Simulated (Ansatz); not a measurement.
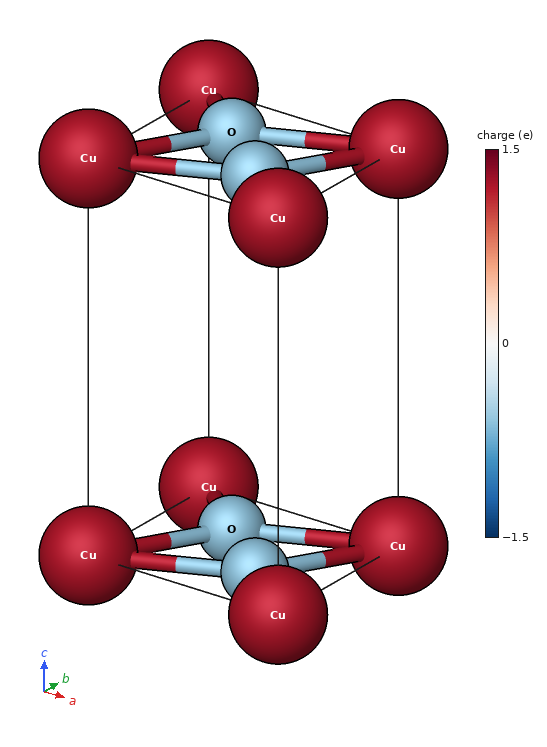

The figure gives a ball-and-stick picture of the atoms, viewed slightly off an axis. The edges of the simulation cell are marked. The atoms of this CuO2 cell are coloured by their Bader charge.

Method used: DFT PBE, scalar-relativistic, plane waves, PAW (Ansatz). It ran with plane waves to 420 eV, k-points on an 18×18×10 grid, Gaussian smearing of 0.1 eV, no spin polarisation.

**Who donates electrons here and who accepts them?**

Most positive: Cu; most negative: O. Charges: about Cu +1.2 e; O -0.6 e.

The initial geometry was a random cell made by a generator, so it need not be a real form of the compound. Earlier steps of the study may have refined or changed the cell and positions. A calculation with Ansatz used it as input.
